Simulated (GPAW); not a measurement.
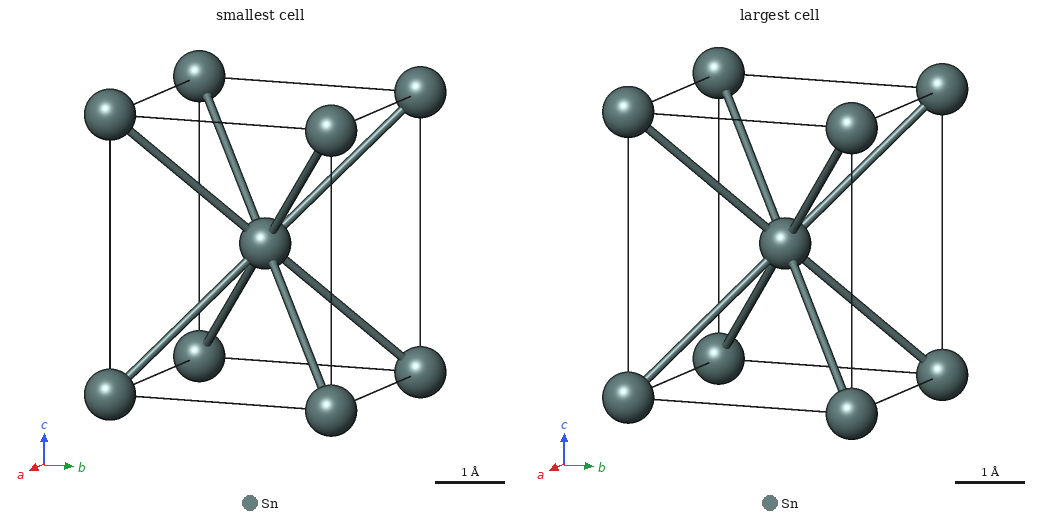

Sn, space group Immm (No. 71), relaxed (cell and atoms, zero pressure) with five choices of dispersion term on top of PBEsol; the smallest and the largest of the relaxed conventional cells are drawn to one scale (sticks follow a distance rule). The start was a structure listed in the Materials Project. This isn't the form of Sn at room conditions, which is tetragonal (white tin).

Alike in all runs: GPAW 26.7.0; functional PBEsol; potentials PAW data sets generated in the run's folder for this functional; cutoff 600 eV; k mesh 8 × 8 × 8 on the run's cell of 1 atom; occupations fermi-dirac, width 0.05 eV; no spin polarisation; no spin-orbit coupling. All runs are metallic.

| level | volume (Å³/atom) | a (Å) | b (Å) | c (Å) |
| --- | --- | --- | --- | --- |
| D3 | 25.81 | 3.248 | 3.505 | 4.534 |
| D3(BJ) | 24.97 | 3.435 | 3.494 | 4.159 |
| D3(BJ)-ATM | 25.08 | 3.435 | 3.501 | 4.172 |
| D4 | 25.44 | 3.453 | 3.511 | 4.197 |
| none | ? | ? | ? | ? |

### Fill in the row of none.

Volume 26.10 Å³/atom; a 3.483 Å; b 3.532 Å; c 4.244 Å. That is the largest volume of all.

### Order the levels by the relaxed volume, smallest first.

D3(BJ) (24.97 Å³/atom), D3(BJ)-ATM (25.08 Å³/atom), D4 (25.44 Å³/atom), D3 (25.81 Å³/atom), none (26.10 Å³/atom). Rows within a few tenths of a per cent can't be told apart.

Caveat: later steps reuse the first step's grids; the relaxed volumes lie -13 to -9 % from the starting cell; pairwise dispersion terms can overbind metals strongly.
